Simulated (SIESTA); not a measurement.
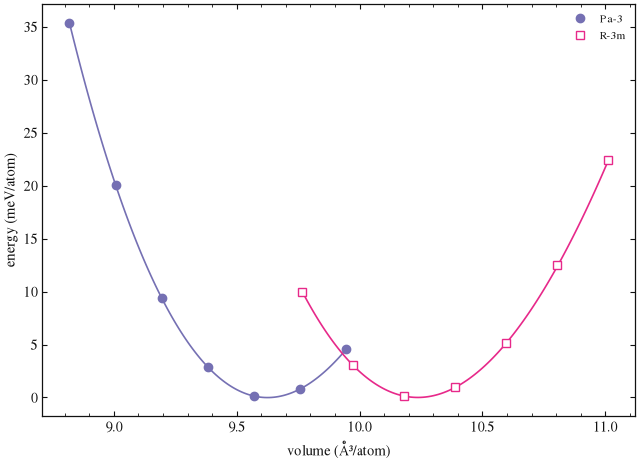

Caption: Energy against volume, with one curve for each structure, for MgO₂. Each energy curve has its own zero, so the curves don't rank the structures.

Settings that differ: Pa-3: k mesh 4×4×4; R-3m: k mesh 10×10×10.

The fitted equilibrium volumes, smallest first, are Pa-3 9.625, R-3m 10.237 Å³/atom. The fitted bulk moduli, smallest first, are R-3m 137.3, Pa-3 144.7 GPa.

Method: DFT in numerical atomic orbitals with pseudopotentials, no spin polarisation; energies at scaled volumes of the given cell, shape and fractions fixed, counted from the fit's minimum, third-order Birch-Murnaghan fit (SIESTA 5.4.2). Level: PBEsol.

occupations Fermi–Dirac; smearing width 0.05 eV; potentials PseudoDojo 0.4 standard, converted to PSML, two zetas on semicore shells.

Keep in mind: mulliken charges of long orbitals; shape and atomic fractions are frozen while scaling, which makes layered, chain and framework solids too stiff.
